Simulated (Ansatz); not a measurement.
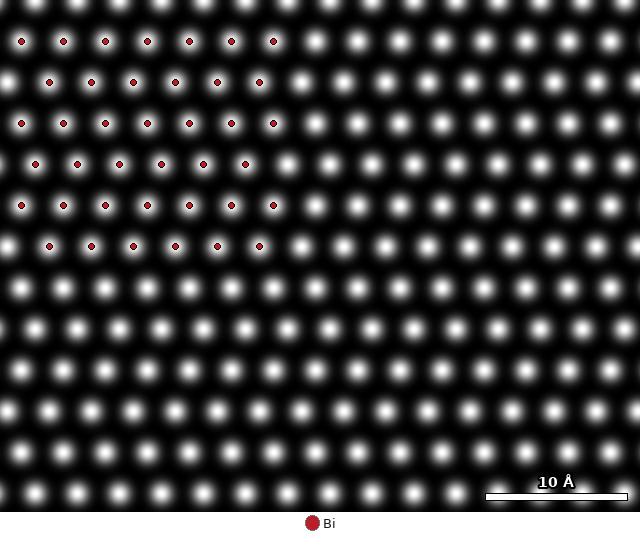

Z-contrast image of Bi (P6_3/mmc, No. 194) along [100]. Simulation: incoherent imaging, intensity Z^1.7 per atom, probe width 1.30 Å, thin sample. Structure: the geometry relaxed with DFT, PAW plane waves, r2scan in Ansatz; the starting structure was generated, so it need not be a known form of this composition.

Coloured dots in one corner mark the columns of the model.

### What can be read from this image?

The columns repeat on a rectangular net of 3.03 × 11.82 Å (plane group p2mg). All columns are alike (Bi). The shortest distance between visible columns is 3.03 Å in projection. Along the beam the structure repeats every 3.49 Å.
